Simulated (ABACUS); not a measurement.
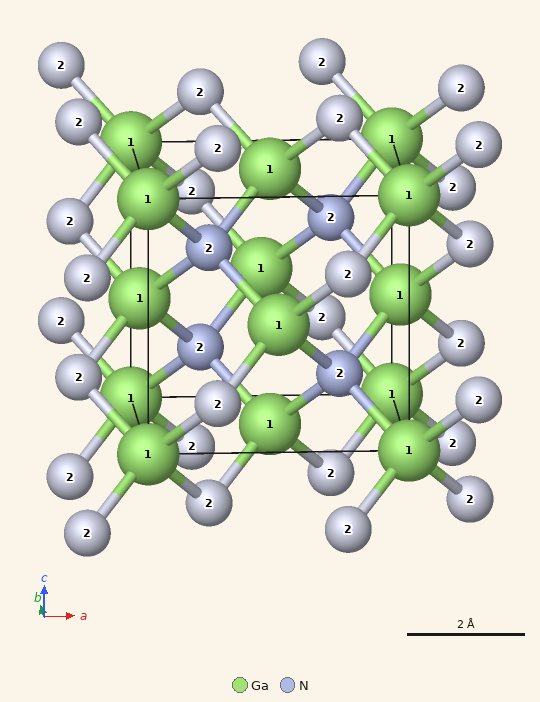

Figure 1. The input geometry (ball-and-stick view of the cell 4 times as large as that of the calculation, set on its symmetry axes, seen at an oblique angle; neighbours outside the cell are drawn fainter; atoms are numbered from 1 in the order of the input).

## Run report: GaN, band-structure run (part 1 of 2)

GaN (F-43m, 2 atoms in the cell), computed with Kohn-Sham DFT of a periodic cell, LDA, GBRV ultrasoft 1.5 LDA, no spin polarisation (ABACUS 3.10.1).

The structure derives from a Materials Project entry.

### Input
```python
"""ABACUS run from a structure file: ASE reads it, the script writes STRU, KPT and INPUT."""
import re
import subprocess
from ase.io import read
from ase.units import Bohr

atoms = read("GaN.xyz")
atoms = atoms[(-atoms.numbers).argsort(kind="stable")]  # ABACUS lists atoms element by element
pseudo = {'Ga': 'ga_lda_v1.4.uspp.F.UPF', 'N': 'n_lda_v1.2.uspp.F.UPF'}
orbital = {}
magmoms = None
kmesh = [8, 8, 8]
params = {
    'suffix': 'GaN',
    'calculation': 'scf',
    'basis_type': 'pw',
    'pseudo_dir': './',
    'symmetry': 1,
    'dft_functional': 'pz',
    'ecutwfc': 40,
    'pseudo_rcut': 10,
    'nspin': 1,
    'nbands': 22,
    'ks_solver': 'dav',
    'smearing_method': 'fd',
    'smearing_sigma': 0.00367493,
    'scf_thr': 1e-08,
    'scf_nmax': 100,
    'mixing_type': 'broyden',
    'mixing_beta': 0.7,
    'cal_force': 1,
    'cal_stress': 1,
    'ecutrho': 320,
    'out_chg': 1,
    'out_pot': 2,
    'out_elf': 0,
    'kpar': 4,
}

symbols = atoms.get_chemical_symbols()
elements = list(dict.fromkeys(symbols))
lines = ["ATOMIC_SPECIES"] + [f"{e} {atoms.get_masses()[symbols.index(e)]:.4f} {pseudo[e]}" for e in elements]
if orbital:
    lines += ["", "NUMERICAL_ORBITAL"] + [orbital[e] for e in elements]
lines += ["", "LATTICE_CONSTANT", f"{1 / Bohr:.10f}", "", "LATTICE_VECTORS"]
lines += [" ".join(f"{x:.10f}" for x in v) for v in atoms.cell]
lines += ["", "ATOMIC_POSITIONS", "Direct"]
for e in elements:
    lines += ["", e, "0.0", str(symbols.count(e))]
    for i, p in enumerate(atoms.get_scaled_positions(wrap=False)):
        if symbols[i] == e:
            mag = "" if magmoms is None else " mag " + " ".join(str(x) for x in (magmoms[i] if isinstance(magmoms[i], list) else [magmoms[i]]))
            lines.append(" ".join(f"{x:.10f}" for x in p) + " 1 1 1" + mag)
open("STRU", "w").write("\n".join(lines) + "\n")
open("KPT", "w").write("K_POINTS\n0\nGamma\n%d %d %d 0 0 0\n" % tuple(kmesh))
open("INPUT", "w").write("INPUT_PARAMETERS\n" + "".join(f"{k:<20s}{v}\n" for k, v in params.items()))

done = subprocess.run(['mpirun', '-np', '4', 'abacus'])
if done.returncode:
    raise SystemExit(done.returncode)
log = open("OUT.GaN/running_scf.log").read()
print("final energy (eV):", re.findall(r"FINAL_ETOT_IS (\S+)", log))
```

### File GaN.xyz
```
2
Lattice="0.0000000000 2.2535006075 2.2535006075 2.2535006075 0.0000000000 2.2535006075 2.2535006075 2.2535006075 0.0000000000" Properties=species:S:1:pos:R:3 pbc="T T T"
Ga     0.0000000000      0.0000000000      0.0000000000
N      1.1267503038      1.1267503038      1.1267503038
```

### File INPUT
```
INPUT_PARAMETERS
suffix              GaN
calculation         scf
basis_type          pw
pseudo_dir          ./
symmetry            1
dft_functional      pz
ecutwfc             40
pseudo_rcut         10
nspin               1
nbands              22
ks_solver           dav
smearing_method     fd
smearing_sigma      0.00367493
scf_thr             1e-08
scf_nmax            100
mixing_type         broyden
mixing_beta         0.7
cal_force           1
cal_stress          1
ecutrho             320
out_chg             1
out_pot             2
out_elf             0
kpar                4
```

### File STRU
```
ATOMIC_SPECIES
Ga 69.7230 ga_lda_v1.4.uspp.F.UPF
N 14.0070 n_lda_v1.2.uspp.F.UPF

LATTICE_CONSTANT
1.8897261258

LATTICE_VECTORS
0.0000000000 2.2535006075 2.2535006075
2.2535006075 0.0000000000 2.2535006075
2.2535006075 2.2535006075 0.0000000000

ATOMIC_POSITIONS
Direct

Ga
0.0
1
0.0000000000 0.0000000000 -0.0000000000 1 1 1

N
0.0
1
0.2500000000 0.2500000000 0.2500000000 1 1 1
```

### File KPT
```
K_POINTS
0
Gamma
8 8 8 0 0 0
```

Run on 4 threads of AMD EPYC (Zen 5), 16 GiB of memory available, shared host.

Launch command:
```bash
OMP_NUM_THREADS=1 python run_abacus.py > log
```

### Log
```
ABACUS v3.10.1

               Atomic-orbital Based Ab-initio Computation at UStc

 ------------------------------------------------------------------------------------

 READING GENERAL INFORMATION
                           global_out_dir = OUT.GaN/
                           global_in_card = INPUT
                               pseudo_dir = ./
                              orbital_dir =
                                    DSIZE = 4
                                    GSIZE = 1

 READING UNITCELL INFORMATION
                                    ntype = 2
                  lattice constant (Bohr) = 1.88973
              lattice constant (Angstrom) = 1

 READING ATOM TYPE 1
                               atom label = Ga
                      L=0, number of zeta = 1
                      L=1, number of zeta = 1
                      L=2, number of zeta = 1
             number of atom for this type = 1

 READING ATOM TYPE 2
                               atom label = N
                      L=0, number of zeta = 1
                      L=1, number of zeta = 1
                      L=2, number of zeta = 1
             number of atom for this type = 1

                        TOTAL ATOM NUMBER = 2
DIRECT COORDINATES
    atom                   x                   y                   z     mag                  vx                  vy                  vz
taud_Ga1            0.0000000000        0.0000000000        0.0000000000  0.0000        0.0000000000        0.0000000000        0.0000000000
taud_N1            0.2500000000        0.2500000000        0.2500000000  0.0000        0.0000000000        0.0000000000        0.0000000000

                          Volume (Bohr^3) = 154.454
                             Volume (A^3) = 22.8877

 Lattice vectors: (Cartesian coordinate: in unit of a_0)
                   +0             +2.2535             +2.2535
              +2.2535                  +0             +2.2535
              +2.2535             +2.2535                  +0
 Reciprocal vectors: (Cartesian coordinate: in unit of 2 pi/a_0)
            -0.221877           +0.221877           +0.221877
            +0.221877           -0.221877           +0.221877
            +0.221877           +0.221877           -0.221877
 The esolver type has been set to : ksdft_pw

                PAO radial cut off (Bohr) = 10

 Read in pseudopotential file is ga_lda_v1.4.uspp.F.UPF
                     pseudopotential type = US
          exchange-correlation functional = PZ
                 nonlocal core correction = 1
                        valence electrons = 19
                                     lmax = 2
                           number of zeta = 4
                     number of projectors = 6
                           L of projector = 0
                           L of projector = 0
                           L of projector = 1
                           L of projector = 1
                           L of projector = 2
                           L of projector = 2
                PAO radial cut off (Bohr) = 10

 Read in pseudopotential file is n_lda_v1.2.uspp.F.UPF
                     pseudopotential type = US
          exchange-correlation functional = PZ
                 nonlocal core correction = 1
                        valence electrons = 5
                                     lmax = 1
                           number of zeta = 2
                     number of projectors = 4
                           L of projector = 0
                           L of projector = 0
                           L of projector = 1
                           L of projector = 1
     initial pseudo atomic orbital number = 16

 SETUP THE ELECTRONS NUMBER
            electron number of element Ga = 19
      total electron number of element Ga = 19
             electron number of element N = 5
       total electron number of element N = 5
            AUTOSET number of electrons:  = 24
                           occupied bands = 12
                                   NBANDS = 22
                                   NLOCAL = 18

%%%%%%%%%%%%%%%%%%%%%%%%%%%%%%%%%%%%%%%%%%%%%%%%%%%%%%%%%%%%%%%%%%%%%%%%%%%%%%%%%%%%%%%%%%%%%%%%%%%%%%%%%%
 Warning: the number of valence electrons in pseudopotential > 3 for Ga: [Ar] 3d10 4s2 4p1
 Pseudopotentials with additional electrons can yield (more) accurate outcomes, but may be less efficient.
 If you're confident that your chosen pseudopotential is appropriate, you can safely ignore this warning.
%%%%%%%%%%%%%%%%%%%%%%%%%%%%%%%%%%%%%%%%%%%%%%%%%%%%%%%%%%%%%%%%%%%%%%%%%%%%%%%%%%%%%%%%%%%%%%%%%%%%%%%%%%

 SETUP THE PLANE WAVE BASIS
 energy cutoff for charge/potential (unit:Ry) = 160
            fft grid for charge/potential = [ 25, 25, 25 ]
                        fft grid division = [ 1, 1, 1 ]
        big fft grid for charge/potential = [ 36, 36, 36 ]
                                     nbxx = 46656
                                     nrxx = 15625

 SETUP PLANE WAVES FOR CHARGE/POTENTIAL
                    number of plane waves = 5209
                         number of sticks = 397

 PARALLEL PW FOR CHARGE/POTENTIAL
     PROC   COLUMNS(POT)             PW
        1            397           5209
 --------------- sum -------------------
        1            397           5209
                            number of |g| = 100
                                  max |g| = 14.375
                                  min |g| = 0

 energy cutoff for dense charge/potential (unit:Ry) = 320
      fft grid for dense charge/potential = [ 36, 36, 36 ]
                                     nrxx = 46656

 SETUP PLANE WAVES FOR dense CHARGE/POTENTIAL
                    number of plane waves = 15009
                         number of sticks = 805

 PARALLEL PW FOR dense CHARGE/POTENTIAL
     PROC   COLUMNS(POT)             PW
        1            805          15009
 --------------- sum -------------------
        1            805          15009
                            number of |g| = 198
                                  max |g| = 28.8977
                                  min |g| = 0

----------- Double Check Mixing Parameters Begin ------------
mixing_type: broyden
mixing_beta: 0.7
mixing_gg0: 1
mixing_gg0_min: 0.1
mixing_ndim: 8
----------- Double Check Mixing Parameters End ------------

 LATTICE VECTORS: (CARTESIAN COORDINATE: IN UNIT OF A0)
                   +0             +2.2535             +2.2535
              +2.2535                  +0             +2.2535
              +2.2535             +2.2535                  +0
                       right hand lattice = 1
                                   NORM_A = 3.18693
                                   NORM_B = 3.18693
                                   NORM_C = 3.18693
                           ALPHA (DEGREE) = 60
                           BETA  (DEGREE) = 60
                           GAMMA (DEGREE) = 60

 The lattice vectors have been changed (STRU_SIMPLE.cif)

(for optimal symmetric configuration:)
                             BRAVAIS TYPE = 3
                     BRAVAIS LATTICE NAME = 03. Cubic F (face-centered)
                                    ibrav = 3
                                    IBRAV = 3
                                  BRAVAIS = FACE CENTERED CUBIC
                       LATTICE CONSTANT A = 4.507
Original cell was already a primitive cell.
                        ROTATION MATRICES = 48
              PURE POINT GROUP OPERATIONS = 24
                   SPACE GROUP OPERATIONS = 24
                                       C2 = 3
                                       C3 = 8
                                       C4 = 0
                                       C6 = 0
                                       S1 = 6
                                       S3 = 0
                                       S4 = 6
                                       S6 = 0
                              POINT GROUP = T_d
                                       C2 = 3
                                       C3 = 8
                                       C4 = 0
                                       C6 = 0
                                       S1 = 6
                                       S3 = 0
                                       S4 = 6
                                       S6 = 0
               POINT GROUP IN SPACE GROUP = T_d

 SETUP K-POINTS
                                    nspin = 1
                   Input type of k points = Monkhorst-Pack(Gamma)
                                   nkstot = 512
                       right hand lattice = 1
(for reciprocal lattice: )
                             BRAVAIS TYPE = 2
                     BRAVAIS LATTICE NAME = 02. Cubic I (body-centered)
                                    ibrav = 2
                       right hand lattice = 1
(for k-lattice: )
                             BRAVAIS TYPE = 2
                     BRAVAIS LATTICE NAME = 02. Cubic I (body-centered)
                                    ibrav = 2
                       right hand lattice = 1
                        ROTATION MATRICES = 48
                               nkstot_ibz = 29
K-POINTS REDUCTION ACCORDING TO SYMMETRY
     IBZ    DIRECT_X    DIRECT_Y    DIRECT_Z  WEIGHT  ibz2bz
       1  0.00000000  0.00000000  0.00000000  0.0020       0
       2  0.12500000  0.12500000  0.12500000  0.0156       1
       3  0.25000000  0.25000000  0.25000000  0.0156       2
       4  0.37500000  0.37500000  0.37500000  0.0156       3
       5  0.50000000  0.50000000  0.50000000  0.0078       4
       6  0.12500000  0.12500000  0.00000000  0.0117       9
       7  0.25000000  0.25000000  0.12500000  0.0469      10
       8  0.37500000  0.37500000  0.25000000  0.0469      11
       9  0.50000000  0.50000000  0.37500000  0.0469      12
      10  0.50000000  0.37500000  0.37500000  0.0469      13
      11  0.37500000  0.25000000  0.25000000  0.0469      14
      12  0.12500000  0.12500000  0.25000000  0.0234      15
      13  0.25000000  0.25000000  0.00000000  0.0117      18
      14  0.37500000  0.37500000  0.12500000  0.0469      19
      15  0.50000000  0.50000000  0.25000000  0.0469      20
      16 -0.37500000  0.37500000  0.37500000  0.0469      21
      17  0.50000000  0.25000000  0.25000000  0.0234      22
      18  0.37500000  0.37500000  0.00000000  0.0117      27
      19  0.50000000  0.50000000  0.12500000  0.0469      28
      20 -0.25000000  0.37500000  0.37500000  0.0234      29
      21  0.50000000  0.50000000  0.00000000  0.0059      36
      22  0.37500000  0.25000000  0.12500000  0.0469      83
      23  0.50000000  0.37500000  0.25000000  0.0938      84
      24  0.50000000  0.37500000 -0.37500000  0.0469      85
      25  0.50000000  0.37500000  0.12500000  0.0469      92
      26  0.50000000  0.37500000 -0.25000000  0.0938      93
      27 -0.37500000  0.37500000  0.25000000  0.0469      94
      28 -0.12500000  0.50000000  0.37500000  0.0234     101
      29  0.50000000  0.25000000 -0.25000000  0.0117     166

                               nkstot now = 29
[... K-POINTS DIRECT COORDINATES: 29 rows ...]

           k-point number in this process = 8
       minimum distributed K point number = 7
[... stars of the k points ...]

[... K-POINTS CARTESIAN COORDINATES: 8 rows ...]

[... K-POINTS DIRECT COORDINATES: 8 rows ...]

 SETUP PLANE WAVES FOR WAVE FUNCTIONS
     energy cutoff for wavefunc (unit:Ry) = 40
              fft grid for wave functions = [ 25, 25, 25 ]
                    number of plane waves = 893
                         number of sticks = 121

 PARALLEL PW FOR WAVE FUNCTIONS
     PROC   COLUMNS(POT)             PW
        1            121            893
 --------------- sum -------------------
        1            121            893

 SETUP NONLOCAL PSEUDOPOTENTIALS IN PLANE WAVE BASIS
 Ga non-local projectors:
 projector 1 L=0
 projector 2 L=0
 projector 3 L=1
 projector 4 L=1
 projector 5 L=2
 projector 6 L=2
 N non-local projectors:
 projector 1 L=0
 projector 2 L=0
 projector 3 L=1
 projector 4 L=1
      TOTAL NUMBER OF NONLOCAL PROJECTORS = 26

 Init Non-Local PseudoPotential table :
 Init Non-Local-Pseudopotential done.

                                     npwx = 665

 Make real space PAO into reciprocal space.
       max mesh points in Pseudopotential = 693
     dq(describe PAO in reciprocal space) = 0.01
                                    max q = 763

 number of pseudo atomic orbitals for Ga is 4
WARNING: norm of atomic wavefunction # 4 of atomic type Ga is 0.999973, renormalized

 number of pseudo atomic orbitals for N is 2
WARNING: norm of atomic wavefunction # 2 of atomic type N is 0.999999, renormalized
```
